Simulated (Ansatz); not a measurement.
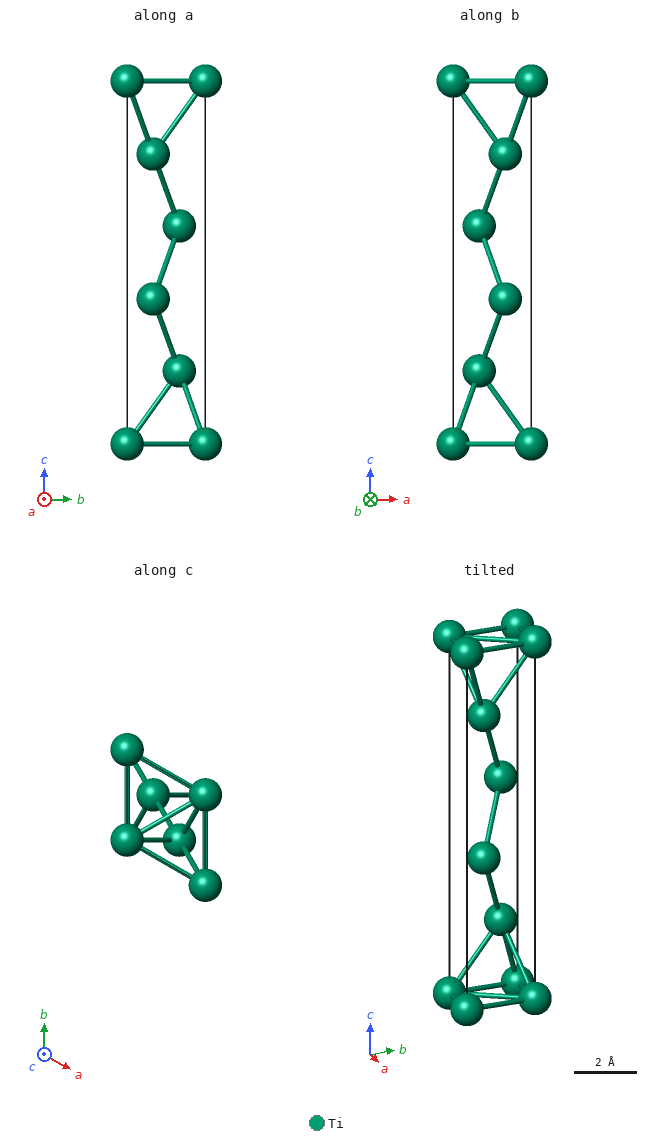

The figure gives a ball-and-stick picture of the atoms, viewed along the a axis, along the b axis, along the c axis and slightly off an axis. The frame is the conventional unit cell; atoms at its boundary are shown with their periodic copies.

Lattice parameters: a = 2.9229 Å, b = 2.9229 Å, c = 11.7444 Å, α = 90.000°, β = 90.000°, γ = 120.000°.

Put the structure into a CIF with its space group and independent sites, with free fractional coordinates to two decimals.

```cif
data_structure
_symmetry_space_group_name_H-M 'P -3 m 1'
_symmetry_Int_Tables_number 164
_cell_length_a 2.9229
_cell_length_b 2.9229
_cell_length_c 11.7444
_cell_angle_alpha 90.000
_cell_angle_beta 90.000
_cell_angle_gamma 120.000
_cell_volume 86.90
loop_
_atom_site_label
_atom_site_type_symbol
_atom_site_symmetry_multiplicity
_atom_site_Wyckoff_symbol
_atom_site_fract_x
_atom_site_fract_y
_atom_site_fract_z
_atom_site_occupancy
Ti1 Ti 2 d 0.6667 0.3333 0.80 1
Ti2 Ti 1 a 0.00 0.00 0.00 1
Ti3 Ti 2 d 0.6667 0.3333 0.40 1
```

It derives from a structure type filled with this element by a generator (whether the element takes this form wasn't checked). Atoms and cell were optimised with DFT r2SCAN, scalar-relativistic, plane waves, PAW in Ansatz 0.2.0.
